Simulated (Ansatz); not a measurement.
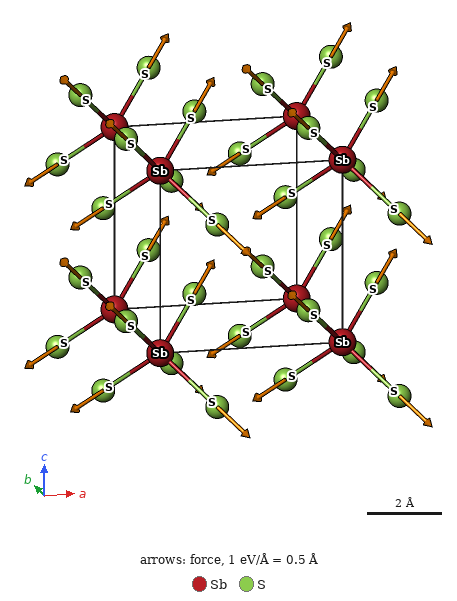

Starting geometry of a crystal of SbS₄ (a generated structure, set up in P-43m) (coarse preliminary run) with the computed forces as orange arrows. The picture is a ball-and-stick view of the cell of the calculation, seen slightly off an axis.

Theory: Ansatz 0.2.0, DFT PBE, scalar-relativistic, plane waves, PAW. Set-up: plane-wave cutoff 420 eV; k-point mesh 4 × 4 × 4; occupations gaussian; smearing width 0.1 eV; no spin polarisation; cell and atoms relaxed; force threshold 0.04 eV/Å; at most 70 steps.

Question: What follows when this structure is relaxed?

Answer: It isn't relaxed: the largest force vector, on S atoms, is 2.61 eV/Å. The atoms end up moving mostly along the starting forces (cosine between the two patterns 1.00). The largest moves relative to the cell, 0.34 Å, are those of S atoms. Sb stays in place. The volume changes by −16.8 %, with a = b = c 5.142 → 4.836 Å (−6.0 %). Among the contacts that change: S–S 3.636 → 2.871 Å, S–Sb 2.226 → 2.430 Å. The space group stays P-43m (No. 215). After 5 accepted moves (7 points after the start) the energy has fallen by 0.957 eV per cell of the calculation. Largest force component: 1.5 eV/Å at the start, 0.0034 eV/Å at the end. The pressure goes from 7.00 to −0.13 GPa. The line search rejected the trial step at point 5 of the run. The SCF was repeated once at an unchanged geometry on a basis and grid sized afresh for the cell, which shifted the energy by 2.0 meV per cell of the calculation at most.
